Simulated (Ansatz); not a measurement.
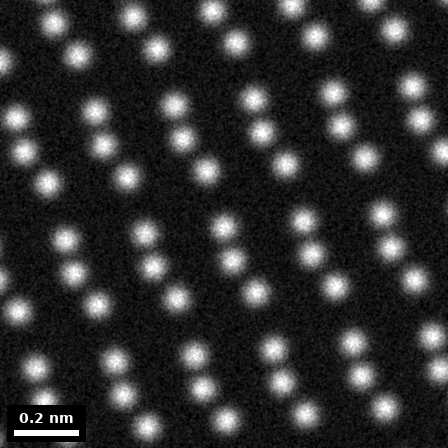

Z-contrast image of Te (P3_121, No. 152). Simulated incoherent Z contrast: every atom adds Z^1.6 spread by a probe of 0.53 Å full width; channelling and multiple scattering are left out. The display is stretched by a gamma of 0.65; percentages refer to the linear signal. Shot noise was added. Model: the geometry relaxed at fixed volume with DFT PBE, spin-orbit coupling, plane waves, PAW in Ansatz 0.2.0.

```
CELL_PARAMETERS angstrom
4.52159 0.00000 0.00000
-2.26080 3.91581 0.00000
0.00000 0.00000 5.95064
ATOMIC_POSITIONS crystal
Te 0.26914 0.00000 0.83333
Te 0.00000 0.26914 0.16667
Te 0.73086 0.73086 0.50000
```

> Which beam direction gives this image, [210], [310], [201] or [121]? (Directions equivalent by symmetry count as one.)

[201]. The projected cells are 2.26 × 5.95 Å, 90° for [210]; 1.48 × 5.95 Å, 90° for [310]; 2.49 × 4.11 Å, 108° for [201]; 3.27 × 3.27 Å, 93° for [121], and the image repeats as the [201] one does.
